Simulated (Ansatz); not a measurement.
System: CdTe (slab).

```
CELL_PARAMETERS angstrom
9.21587 0.00000 0.00000
-4.60793 7.98118 0.00000
0.00000 0.00000 24.50765
ATOMIC_POSITIONS crystal
Te 0.50000 0.00000 0.32643
Te 0.50000 0.50000 0.32643
Te 0.00000 0.00000 0.32643
Te 0.00000 0.50000 0.32643
Cd 0.16667 0.83333 0.36481
Cd 0.16667 0.33333 0.36481
Cd 0.66667 0.83333 0.36481
Cd 0.66667 0.33333 0.36481
Te 0.74867 0.99793 0.48630
Te 0.74995 0.50007 0.48627
Te 0.24982 0.99992 0.48640
Te 0.24913 0.49806 0.48590
Cd 0.41622 0.83367 0.44811
Cd 0.41765 0.33431 0.44763
Cd 0.91778 0.83490 0.44766
Cd 0.91603 0.33323 0.44833
```

Level of theory: DFT PBE+D3(BJ), scalar-relativistic, plane waves, PAW (Ansatz).

Question: What will maps of the valence pseudo-density show?

Answer: Cd–Te (2.82 Å): the density is about 0.34 e/Å³ at the midpoint.

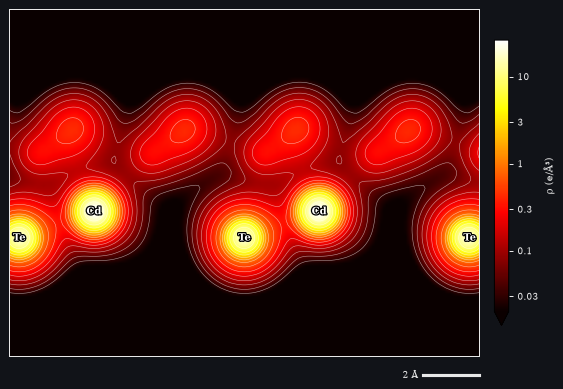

Computed valence pseudo-density on the (110) plane of the calculation cell, a cut from vacuum to vacuum. 

Core electrons are frozen (PAW), and the valence fields are smoothed inside the atomic spheres.
